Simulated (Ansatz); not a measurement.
## Electronic structure of Zn$_{26}$Se$_{27}$ (cell charge −2, with a compensating background) (cell with a defect) in real space

Zn$_{26}$Se$_{27}$ (cell charge −2, with a compensating background) (cell with a defect), 53 atoms, a = 12.16 Å, b = 12.16 Å, c = 12.16 Å, α = 60.00°, β = 60.00°, γ = 60.00°.

The program warned that a starting moment wasn't kept; spin-polarised, but the moments vanished.

Computed with DFT PBE, scalar-relativistic, plane waves, PAW (Ansatz).

The density is the valence pseudo-density of a PAW calculation; it isn't the true density close to the nuclei.

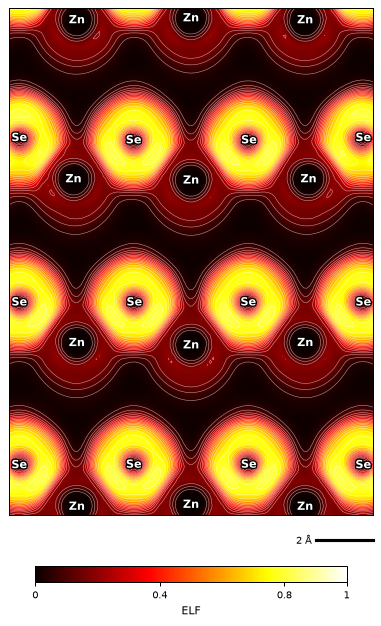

Figure 1. Electron localisation function on the (101̄) plane of the calculation cell.

> Read the bonding off the picture.

The plane passes through Zn and Se nuclei.
Zn–Se (2.42 Å): the ELF is about 0.60 at the midpoint.
Zn–Se (2.48 Å): the ELF is about 0.60 at the midpoint.
Zn–Se (2.52 Å): the ELF is about 0.60 at the midpoint.

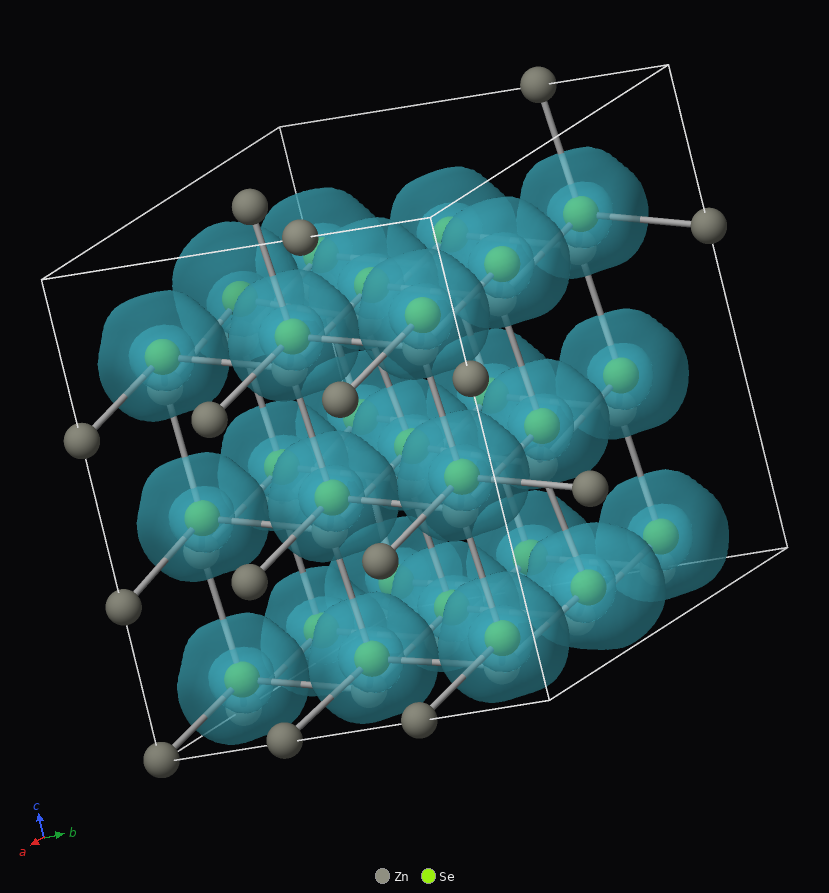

Figure 2. Isosurface of the ELF at 0.7 (cyan), seen slightly off an axis. Core shells and regions of very low density are left out. Sticks mark near contacts.

> Identify the bonds, lone pairs and shells in this picture.

At this value the surface marks out 27 regions wrapped around Se (the valence shell of each), counted in one cell of 53 atoms. Regions shared between cells count once.

> Metal or insulator at this level of theory?

It is gapped, with a Kohn–Sham gap of 1.1 eV on the k-point mesh, an upper bound to the gap of this method.
